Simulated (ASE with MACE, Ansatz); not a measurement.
# Site preference of W in place of Co in (10-12) twin boundary in hcp Co (54 atoms), part 2 of 3

Aim: make W in place of Co at several sites of (10-12) twin boundary in hcp Co (54 atoms), relax each, and compare their energies.

Ansatz 0.2.0; Kohn-Sham DFT, PBE, PAW (set soft_2), plane waves.

The cell: 54 Co. The cell is under 6 Å thick along two periodic directions.

So far. Step 2 (Single point at the start): The r.m.s. force at the start is 0.037 eV/Å. Step 3 (Relaxation): The relaxation converged after 3 steps, 0.0159 eV below its start, with a largest force component of 0.013 eV/Å.

## 4. Single point at the relaxed geometry

One more single point at the end of the walk gives the fuller output and checks the residual forces.

File input.yaml:

```yaml
crystal:
  lattice:
    - [6.40635, 0.0, 0.0]
    - [-1.93561, 4.58844, 0.0]
    - [0.0, 0.0, 20.18893]
  atoms:
    - { symbol: Co, position: [0.85829, 0.17914, 0.99911], spin: 1.7 }
    - { symbol: Co, position: [0.53691, 0.26845, 0.05503], spin: 1.7 }
    - { symbol: Co, position: [0.13038, 0.06519, 0.06708], spin: 1.7 }
    - { symbol: Co, position: [0.81167, 0.15584, 0.12128], spin: 1.7 }
    - { symbol: Co, position: [0.38631, 0.44316, 0.14733], spin: 1.7 }
    - { symbol: Co, position: [0.0706, 0.0353, 0.19364], spin: 1.7 }
    [... 42 atom lines left out ...]
    - { symbol: Co, position: [0.33562, 0.91781, 0.72998], spin: 1.7 }
    - { symbol: Co, position: [0.92251, 0.71125, 0.70779], spin: 1.7 }
    - { symbol: Co, position: [0.60302, 0.80151, 0.65652], spin: 1.7 }
    - { symbol: Co, position: [0.18875, 0.59438, 0.63398], spin: 1.7 }
    - { symbol: Co, position: [0.87813, 0.68907, 0.58667], spin: 1.7 }
    - { symbol: Co, position: [0.43456, 0.96728, 0.56081], spin: 1.7 }
magnetization:
  spin_polarized: true
kpoints:
  mp_grid: { grid: [3, 3, 1] }
hamiltonian:
  xc: pbe
scf:
  occupations: { method: fermi_dirac, width: 0.1 }
  lower_state_search: "off"
output:
  forces: true
  stress: true
  populations: true
  dos:
    method: { smearing: { sigma: 0.08 } }
    de: 0.1
    projected:
      site_lists:
        Co: [Co]
        lower_grain: [0, 1, 2, 3, 4, 5, 6, 7, 8, 9, 10, 11, 12, 13, 14, 27, 28, 29, 30, 31, 32, 33, 34, 35, 36, 37, 38, 39, 40, 41]
        upper_grain: [15, 16, 17, 18, 19, 20, 21, 22, 23, 24, 25, 26, 42, 43, 44, 45, 46, 47, 48, 49, 50, 51, 52, 53]
  eigenvalues: true
  write_density: true
  write_potential: true
  volumetric_format: npy
```

The run is started by

```
> ansatz run input.yaml --threads 6 --pin off --max-ram 102400MiB --backend cuda --events-out ev --progress --plain --runs-dir out
```

Numbers of over 12 decimals in the logs are rounded to 6 here.

The log of the run:

```text
[...]
GPU FFT provider: cuFFT
GPU libraries: cuBLAS 13.8.2, cuFFT 12.4.0, cuSOLVER 12.3.4
Crystal: 54 atoms, lattice volume = 593.457 Å³
Basis set: ecut = 420 eV, 11653 PW (Γ), exchange–correlation on 90×72×270 points (8 copies of the dense FFT grid, shifted against one another)
Bands: 606, of which v1, the nominal top of the filled ones, is band 459 counted from 1 (458 counted from 0)
Symmetry: 4 space group operations
[...]
k-points: 4 of 9 (time reversal used)
[...]
Starting moments: Σ|m| = 91.8 μB on 54 of 54 sites
[...]
GPU buffer pool allocated for 218700 grid points (all kernels)
[...]
SCF iter   1: F=—  HF=-276807.782396 eV  |F-HF|=—  |Δ(HF+E_count)|=         —  Δρ=6.26e-2 (↑1.80e-2 ↓6.26e-2)  dr2=3.06e1  dr2_m=7.47e0  M=85.870 μB ∫|m|=87.627 μB  β_m=0.30  ethr=3.10e-3  ⟨swp⟩=4.0  Hψ=14306  notcnv=0  defer=283
[...]
SCF iter  29: F=-276810.411528 eV  HF=-276810.411528 eV  |F-HF|=9.16e-8  |Δ(HF+E_count)|=   5.87e-8  Δρ=2.02e-6 (↑7.73e-7 ↓2.02e-6)  dr2=9.59e-8  dr2_m=3.67e-9  M=87.835 μB ∫|m|=96.334 μB  ethr=1.09e-11  ⟨swp⟩=10.9  Hψ=32669  notcnv=0
SCF 1 converged in 29 iterations: F = -276810.411528 eV  dr2 = 9.59e-8
[...]
SCF converged after 29 iterations
Magnetization: 87.8346 μB (502.9173 up, 415.0827 down)
Absolute magnetization: 96.3650 μB (∫|ρ↑−ρ↓|, with the PAW one-centre terms)
[...]
Per-site moments (μB) at R_I (Å): [(1.659559, 1.011404), (1.716669, 0.930481), (1.780723, 0.994910), (1.690188, 1.007821), (1.651569, 0.994513), [...]
Free energy (F): -276810.411528 eV
[...]
Internal energy: -276808.816303 eV  (E = F + TS)
E sigma→0 (E₀):  -276809.613915 eV
Entropy (-TS):   -1.595225 eV (-29.541 meV/atom)
Fermi energy:    18.452090 eV
[...]
--- Forces (eV/Å), atoms counted from 1 ---
  atom   1  Co    -0.01315272    -0.00554840     0.00017494
  atom   2  Co     0.00547421     0.00230927    -0.00203987
  atom   3  Co    -0.00562865    -0.00237441    -0.00571314
  atom   4  Co     0.00181993     0.00076773    -0.00393963
  atom   5  Co     0.00148663     0.00062713    -0.00042151
  atom   6  Co     0.00102675     0.00043313    -0.00378782
  atom   7  Co     0.00213156     0.00089919     0.00120993
  atom   8  Co    -0.00092572    -0.00039051    -0.00201235
  atom   9  Co     0.00038118     0.00016080     0.00150115
  atom  10  Co     0.00309661     0.00130629    -0.00115405
  atom  11  Co    -0.00136729    -0.00057678     0.00016693
  atom  12  Co    -0.00430334    -0.00181534    -0.00124800
  atom  13  Co     0.00276059     0.00116454    -0.00285886
  atom  14  Co     0.00130283     0.00054959    -0.00353851
[...]
atom  53  Co    -0.00199783    -0.00084277     0.00207769
  atom  54  Co    -0.00273929    -0.00115556     0.00396400
  max |Σ_I F_I| component: 2.16e-5 eV/Å
--- Stress (GPa, compression-positive) ---
        0.560250      -0.450321       0.000896
       -0.450321       1.437788       0.000378
        0.000896       0.000378       0.704523
  P = ⅓ Tr σ = 0.9009 GPa (9.009 kbar)
--- Band table (eV; the first three rows and the last of 8) ---
[...]
--- Löwdin populations: 54 sites ---
  site symbol       q [e]    m [muB]
     0     Co     16.8181     1.6527
     1     Co     16.7891     1.7138
     2     Co     16.7678     1.7698
[...]
53     Co     16.7848     1.6873
  spilling = 0.012715 (of n_electrons = 918.000000)
```

Run time: 17 s. Hardware: 1 × NVIDIA H100 80GB HBM3 with 6 threads of AMD EPYC 7R13 (Zen 3), shared host; peak memory 1.6 GiB.

That memory is the host's; the program planned 16.9 GiB on the GPU.

Read from the output:

```yaml
free_energy: -276810.4115 eV
free_energy_per_atom: -5126.1187 eV/atom
scf_cycles: 29
pressure: 0.9009 GPa
r_m_s_force_component: 0.00303 eV/Å
longest_force: 0.01428 eV/Å
fermi_energy: 18.45 eV
levels_partly_filled_by_over_2_per_cent: 147
total_moment: 87.83 μB
absolute_moment: 96.36 μB
spilling_of_the_projection: 0.01272
```

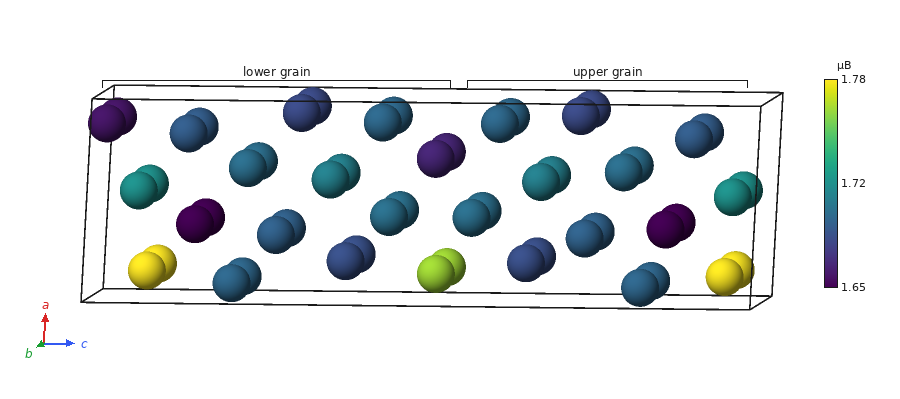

Atoms coloured by their magnetic moment.

By region:

```tsv
region	atoms	mean length of the force (eV/Å)
lower grain	30	0.005
upper grain	24	0.004
```

Magnetic moments by element and coordination:

```tsv
element	coordination	atoms	mean moment (μB)	spread	least	most
Co	all	54	1.70	0.0314	1.65	1.78
Co	10	4	1.72	3.0e-4	1.72	1.72
Co	11	6	1.74	0.0542	1.67	1.78
Co	12	42	1.69	0.0157	1.65	1.71
Co	13	2	1.76	0	1.76	1.76
```

Density of states as counts of states in windows of 1 eV (from the Fermi level), total and the larger projections:

```tsv
from (eV)	to (eV)	total up	total down	Co d	lower grain	upper grain	Co s
-14	-10	0.0	0.0	0.0	0.0	0.0	0.0
-10	-9	0.1	0.1	0.0	0.1	0.1	0.2
-9	-8	1.3	1.3	0.0	1.5	1.2	2.6
-8	-7	2.2	2.1	0.1	2.4	1.9	4.1
-7	-6	4.1	3.1	0.6	4.0	3.2	6.5
-6	-5	12.3	6.7	7.3	10.5	8.3	11.4
-5	-4	41.2	11.0	41.4	28.6	22.8	9.9
-4	-3	49.8	28.8	69.7	42.6	34.1	6.8
-3	-2	72.8	43.2	108.5	62.2	49.9	3.5
-2	-1	58.1	47.4	100.0	57.4	45.2	2.5
-1	0	44.9	55.8	95.6	54.4	44.1	2.9
0	1	7.4	52.7	54.7	32.5	25.6	3.4
1	2	8.3	38.7	39.6	24.5	20.0	4.8
2	3	7.1	11.7	8.2	7.9	6.4	6.1
3	4	3.9	7.7	3.3	3.8	3.0	3.5
4	5	6.0	5.0	1.8	2.6	2.1	2.9
```

The curve was stored every 0.10 eV, coarse against its broadening of 0.08 eV, so these counts are rough.

The stored curve holds about 486 of the 918 electrons; the rest, give or take the few that broadening carries across the Fermi level, lie in deeper levels below its range.

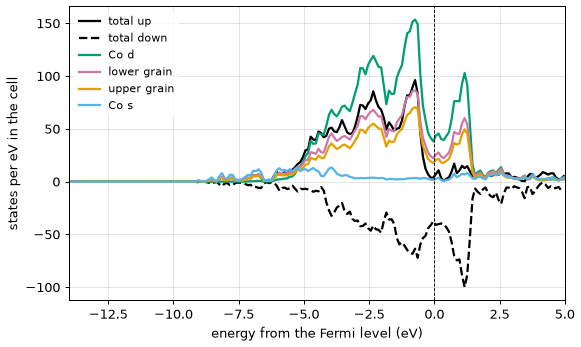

Total and projected density of states, with the broadening of the input. Down spins are drawn downwards.

The levels nearest the highest filled one (over half full), pooled over k-points and spins:

```tsv
level less the highest filled one (eV)	occupation
-0.0373	0.594
-0.0327	0.583
-0.03	0.577
-0.0172	0.545
-0.0029	0.51
0	0.502
0.0038	0.493
0.0057	0.488
0.0127	0.471
0.0191	0.455
0.0237	0.443
0.0275	0.434
```

Planar average of the electrostatic potential energy along the normal, with the Fermi level as zero, after a running mean with a triangular window 4 Å wide at its base:

```tsv
height (Å)	potential energy (eV)
0.0	-9.16
0.7	-9.58
1.6	-10.59
2.4	-10.91
3.1	-10.86
4.0	-11.00
4.8	-10.79
5.7	-10.91
6.4	-10.79
7.2	-11.04
8.1	-10.76
8.8	-10.82
9.6	-10.76
10.5	-10.83
11.2	-10.78
12.0	-10.79
12.9	-11.01
13.6	-10.82
14.4	-10.90
15.3	-10.76
16.0	-11.02
16.9	-10.83
17.6	-10.96
18.4	-10.63
19.3	-9.74
20.0	-9.17
```

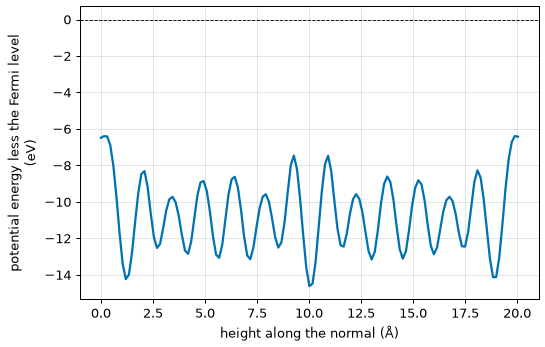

Planar average of the electrostatic potential energy; the dashed line is the Fermi level.

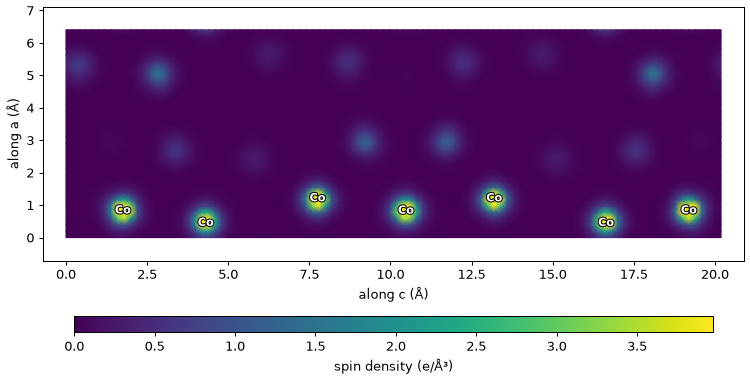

Spin density in the ca plane at fractional y = 0.065, with atoms of Co within 0.2 Å of it.

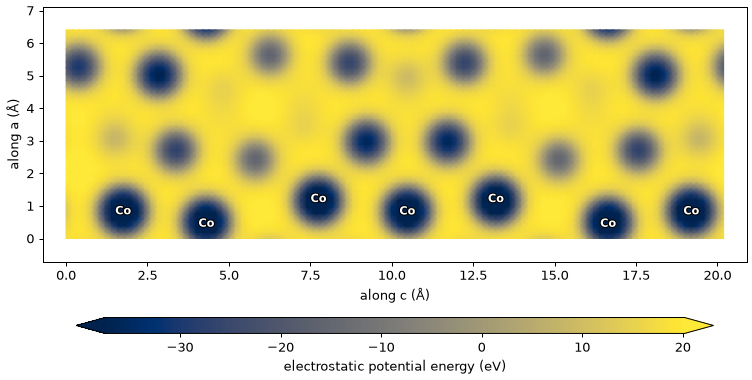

Electrostatic potential energy in the ca plane at fractional y = 0.065, with atoms of Co within 0.2 Å of it. With pseudopotentials it is smooth inside the atoms' cores, unlike the true potential.

147 levels are partly filled, by over 2 % (on the run's k-points), as in a metal. The cell holds a total moment of 87.8 μB; no search proves this magnetic order the lowest. Within 0.4 eV of the Fermi level the largest share is Co d (95 % of the projected weight).

## 5. W on a site of Co, site Co16

The site has 10 bonded neighbours (Co10) at 2.44 Å on average, in the upper grain. The change is made in the relaxed cell and the atoms are relaxed again, with spin allowed.

File input.yaml:

```yaml
crystal:
  lattice:
    - [6.40635, 0.0, 0.0]
    - [-1.93561, 4.58844, 0.0]
    - [0.0, 0.0, 20.18893]
  atoms:
    [... atom lines 1 to 12 left out ...]
    - { symbol: Co, position: [0.43419, 0.4671, 0.43746], spin: 1.7 }
    - { symbol: Co, position: [0.12924, 0.06462, 0.49922], spin: 1.7 }
    - { symbol: Co, position: [0.7146, 0.3573, 0.49906], spin: 1.7 }
    - { symbol: W, position: [0.53649, 0.26825, 0.9433], spin: 1.7 }
    - { symbol: Co, position: [0.13005, 0.06503, 0.93104], spin: 1.7 }
    - { symbol: Co, position: [0.81114, 0.15557, 0.87697], spin: 1.7 }
    - { symbol: Co, position: [0.3861, 0.44305, 0.8509], spin: 1.7 }
    [... atom lines 20 to 54 left out ...]
magnetization:
  spin_polarized: true
kpoints:
  mp_grid: { grid: [3, 3, 1] }
hamiltonian:
  xc: pbe
scf:
  occupations: { method: fermi_dirac, width: 0.1 }
  lower_state_search: "off"
output:
  forces: true
  eigenvalues: true
relax:
  f_tol: 0.05
  max_steps: 90
```

The log of the run:

```text
[...]
GPU FFT provider: cuFFT
GPU libraries: cuBLAS 13.8.2, cuFFT 12.4.0, cuSOLVER 12.3.4
Crystal: 54 atoms, lattice volume = 593.457 Å³
Basis set: ecut = 420 eV, 11653 PW (Γ), exchange–correlation on 90×72×270 points (8 copies of the dense FFT grid, shifted against one another)
Bands: 605, of which v1, the nominal top of the filled ones, is band 458 counted from 1 (457 counted from 0)
Symmetry: 2 space group operations
[...]
k-points: 4 of 9 (time reversal used)
[...]
Starting moments: Σ|m| = 91.8 μB on 54 of 54 sites
[...]
GPU buffer pool allocated for 218700 grid points (all kernels)
[...]
SCF iter   1: F=—  HF=-282106.510460 eV  |F-HF|=—  |Δ(HF+E_count)|=         —  Δρ=2.66e-1 (↑1.66e-1 ↓2.66e-1)  dr2=1.02e4  dr2_m=4.00e1  M=60.676 μB ∫|m|=62.612 μB  β_m=0.30  ethr=3.10e-3  ⟨swp⟩=4.0  Hψ=14286  notcnv=0  defer=360
[...]
SCF iter  11: F=—  HF=-282068.069999 eV  |F-HF|=—  |Δ(HF+E_count)|=   1.43e-1  Δρ=1.82e-2 (↑1.62e-2 ↓1.82e-2)  dr2=6.73e-1  dr2_m=1.51e0  M=80.212 μB ∫|m|=87.475 μB  β_m=0.30  ethr=1.48e-4  ⟨swp⟩=1.4  Hψ=4301  notcnv=0  defer=636
[...]
spin-set hold released at iteration 11 (site moments contracting): the magnetisation degrees of freedom join the quasi-Newton model from the next iteration; the mixer history was flushed
SCF iter  12: F=—  HF=-282068.193216 eV  |F-HF|=—  |Δ(HF+E_count)|=   1.23e-1  Δρ=1.42e-2 (↑1.42e-2 ↓1.41e-2)  dr2=6.92e-1  dr2_m=9.34e-1  M=80.560 μB ∫|m|=88.122 μB  β_m=0.53  ethr=7.35e-5  ⟨swp⟩=2.0  Hψ=5275  notcnv=0  defer=636
[...]
SCF iter  29: F=-282068.344834 eV  HF=-282068.344876 eV  |F-HF|=4.19e-5  |Δ(HF+E_count)|=   1.44e-6  Δρ=6.40e-5 (↑2.48e-5 ↓6.40e-5)  dr2=4.53e-5  dr2_m=4.80e-6  M=81.868 μB ∫|m|=90.874 μB  ethr=6.83e-9  ⟨swp⟩=3.0  Hψ=11847  notcnv=0
SCF 1 converged in 29 iterations: F = -282068.344834 eV  dr2 = 4.53e-5
[...]
relax step   1: F+E_penalty+E_count = -282068.34483413 eV  Δ(F+E_penalty+E_count) = +0.000e0 eV  max|allowed force component| = 1.117e0 eV/Å  Δτ_max = 0.0000 Å  (29 SCF iters, dr2 threshold 6.25e-5 eV, accepted)
[...]
relax step   2: F+E_penalty+E_count = -282068.49452599 eV  Δ(F+E_penalty+E_count) = -1.497e-1 eV  max|allowed force component| = 6.195e-1 eV/Å  Δτ_max = 0.0540 Å  (12 SCF iters, dr2 threshold 7.80e-5 eV, accepted)
[...]
relax step   3: F+E_penalty+E_count = -282068.66875835 eV  Δ(F+E_penalty+E_count) = -1.742e-1 eV  max|allowed force component| = 2.370e-1 eV/Å  Δτ_max = 0.1761 Å  (20 SCF iters, dr2 threshold 2.40e-5 eV, accepted)
[...]
relax step   4: F+E_penalty+E_count = -282068.69896481 eV  Δ(F+E_penalty+E_count) = -3.021e-2 eV  max|allowed force component| = 1.694e-1 eV/Å  Δτ_max = 0.2000 Å  (21 SCF iters, dr2 threshold 8.22e-6 eV, accepted)
[...]
relax step   5: F+E_penalty+E_count = -282068.72788995 eV  Δ(F+E_penalty+E_count) = -2.893e-2 eV  max|allowed force component| = 9.560e-2 eV/Å  Δτ_max = 0.0553 Å  (20 SCF iters, dr2 threshold 4.20e-6 eV, accepted)
[...]
relax step   6: F+E_penalty+E_count = -282068.72894622 eV  Δ(F+E_penalty+E_count) = -1.056e-3 eV  max|allowed force component| = 8.730e-3 eV/Å  Δτ_max = 0.0090 Å  (14 SCF iters, dr2 threshold 2.91e-6 eV, accepted)
[...]
relax step   7: F+E_penalty+E_count = -282068.72894763 eV  Δ(F+E_penalty+E_count) = -1.410e-6 eV  max|allowed force component| = 8.723e-3 eV/Å  Δτ_max = 0.0000 Å  (7 SCF iters, accepted)
SCF converged after 7 iterations
Magnetization: 82.2362 μB (498.6181 up, 416.3819 down)
Absolute magnetization: 91.3563 μB (∫|ρ↑−ρ↓|, with the PAW one-centre terms)
[...]
Per-site moments (μB) at R_I (Å): [(1.496257, 0.989636), (1.031498, 0.947149), (1.778395, 0.994656), (1.676083, 0.966118), (1.633118, 0.966266), [...]
Free energy (F): -282068.728948 eV
[...]
Internal energy: -282067.071244 eV  (E = F + TS)
E sigma→0 (E₀):  -282067.900096 eV
Entropy (-TS):   -1.657704 eV (-30.698 meV/atom)
Fermi energy:    18.746521 eV
[...]
--- Forces (eV/Å), atoms counted from 1 ---
  atom   1  Co     0.00470343    -0.00194532    -0.00237975
  atom   2  Co     0.00581012     0.00245097     0.00214146
  atom   3  Co    -0.00069299    -0.00029234    -0.00530214
  atom   4  Co    -0.00169680     0.00370372     0.00471574
  atom   5  Co    -0.00112040     0.00104494     0.00269130
  atom   6  Co    -0.00128051    -0.00054017    -0.00085399
  atom   7  Co    -0.00054877    -0.00023149    -0.00050206
  atom   8  Co     0.00122957    -0.00046640    -0.00062638
  atom   9  Co     0.00081300     0.00094415    -0.00121875
  atom  10  Co    -0.00089489    -0.00037750     0.00116729
  atom  11  Co    -0.00076002    -0.00032061     0.00118944
  atom  12  Co     0.00136963     0.00077899    -0.00170929
  atom  13  Co     0.00022567    -0.00031765    -0.00041931
  atom  14  Co    -0.00030690    -0.00012946     0.00059847
[...]
atom  53  Co    -0.00078421    -0.00087134    -0.00114438
  atom  54  Co     0.00000990    -0.00001775    -0.00001659
  max |Σ_I F_I| component: 8.67e-5 eV/Å
--- Band table (eV; the first three rows and the last of 8) ---
[...]
--- Relaxed structure (7 steps of the walk, 7 accepted, 0 SCFs on fresh bases) ---
  F+E_penalty+E_count = -282068.72894763 eV   max|allowed force component| = 8.723e-3 eV/Å
  atoms:
    - { symbol: Co, position: [0.858251, 0.179442, 0.999790] }
    - { symbol: Co, position: [0.564276, 0.282138, 0.064366] }
    - { symbol: Co, position: [0.156201, 0.078101, 0.058853] }
    - { symbol: Co, position: [0.830512, 0.156883, 0.122136] }
[...]
- { symbol: Co, position: [0.433794, 0.966788, 0.560540] }
```

Run time: 46 s. Hardware: 1 × NVIDIA H100 80GB HBM3 with 6 threads; peak memory 1.7 GiB; 1.7 min of CPU time.

That memory is the host's; the program planned 16.9 GiB on the GPU.

The program notes that starting moments were not kept.

The relaxation converged after 7 steps, 0.384 eV below its start, with a largest force component of 0.0087 eV/Å.

A closer look about the W atom, after relaxation: 12 atoms, nearest first, numbered in the order of the input, with positions taken from that point.

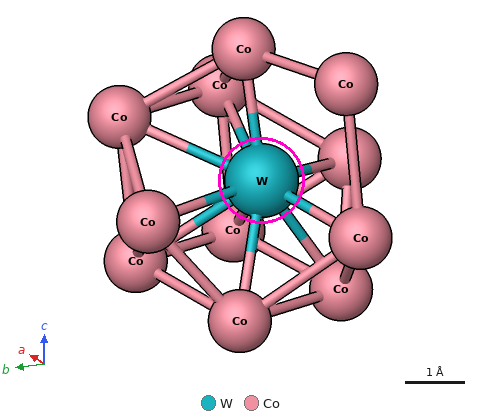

The atoms of the table, within 2.9 Å (arrows a, b, c point along x, y, z); some may hide others; the central atom is ringed.

```tsv
atom	x	y	z	distance (Å)	bonds	moment (μB)
W16	0.00	0.00	0.00	0.00	11	-0.31
Co2	0.39	0.16	2.26	2.30	10	1.03
Co17	-2.14	-0.90	-0.52	2.38	11	1.17
Co46	-0.14	-1.42	-2.08	2.52	12	1.35
Co19	-1.11	0.89	-2.08	2.52	12	1.35
Co43	-0.69	2.41	-0.23	2.52	10	1.17
Co43	1.24	-2.18	-0.23	2.52	10	1.17
Co28	1.50	1.98	0.95	2.67	12	1.50
Co1	2.47	-0.31	0.95	2.67	12	1.50
Co45	1.20	1.82	-1.55	2.67	12	1.49
Co18	2.14	-0.41	-1.55	2.67	12	1.49
Co3	-1.83	-0.77	2.15	2.92	12	1.78
```

The column of bonds counts only the pairs Co-Co within 3.02 Å, Co-W within 3.02 Å; other neighbours, such as metal atoms beside each other in a compound, aren't counted, and periodic images can show an atom twice.

The largest move is 0.32 Å, by W16.

## 6. W on a site of Co, site Co36

The site has 12 bonded neighbours (Co12) at 2.48 Å on average, in the lower grain. 

Input and log are left out; they have the form of those shown for this kind of step.

It took 26 s on 1 × NVIDIA H100 80GB HBM3 with 6 threads of AMD EPYC 7R13 (Zen 3), shared host; peak memory 1.7 GiB; 56 s of CPU time.

That memory is the host's; the program planned 16.9 GiB on the GPU.

The relaxation converged after 4 steps, 0.134 eV below its start, with a largest force component of 0.045 eV/Å.

Local excerpt of 13 atoms (numbers count through the whole input) about the W atom, after relaxation; x, y, z are measured from there.

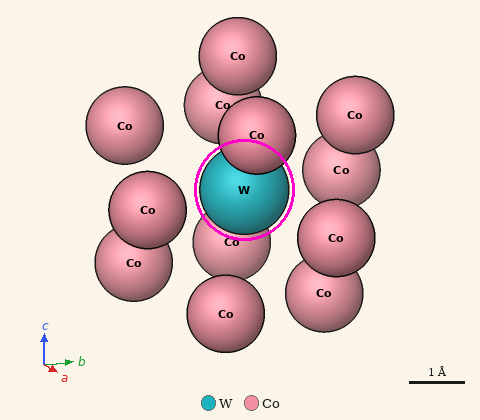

The atoms of the table, within 2.5 Å (arrows a, b, c point along x, y, z); some may hide others; the central atom is ringed.

```tsv
atom	x	y	z	distance (Å)	bonds	moment (μB)
W36	0.00	0.00	0.00	0.00	12	-0.39
Co9	-0.96	2.30	0.00	2.49	12	1.16
Co9	0.97	-2.29	0.00	2.49	12	1.16
Co35	2.27	0.96	-0.45	2.50	12	1.34
Co39	-0.23	-0.10	2.50	2.51	12	1.38
Co10	-1.27	-1.91	1.06	2.52	12	1.40
Co37	-2.25	0.42	1.06	2.52	12	1.40
Co7	-0.98	-1.78	-1.49	2.52	12	1.42
Co34	-1.96	0.54	-1.49	2.52	12	1.42
Co33	1.30	-0.83	-2.00	2.52	12	1.40
Co6	0.32	1.51	-2.00	2.52	12	1.40
Co38	1.96	-0.54	1.53	2.55	12	1.44
Co11	0.98	1.79	1.53	2.55	12	1.44
```

The column of bonds counts only the pairs Co-Co within 2.98 Å, Co-W within 2.98 Å; other neighbours, such as metal atoms beside each other in a compound, aren't counted, and periodic images can show an atom twice.

The largest move is 0.05 Å, by Co6.

## 7. W on a site of Co, site Co12

The site has 12 bonded neighbours (Co12) at 2.49 Å on average, in the lower grain. 

Input and log are left out; they have the form of those shown for this kind of step.

Wall time 29 s (1 × NVIDIA H100 80GB HBM3 with 6 threads of AMD EPYC 7R13 (Zen 3), shared host); peak memory 1.7 GiB; 67 s of CPU time.

That memory is the host's; the program planned 16.9 GiB on the GPU.

The relaxation converged after 4 steps, 0.162 eV below its start, with a largest force component of 0.045 eV/Å.

(Part 2 of 3 ends here.)

[Logs are printed without paths, hosts, clocks, repeated set-up lines and the standing remarks that a program may print on its own settings, such as how far it seeks lower states.]

[Hosts, paths, dates, database ids (printed as entryN), source tags and the programs' standing remarks are cut or masked in the printed files.]
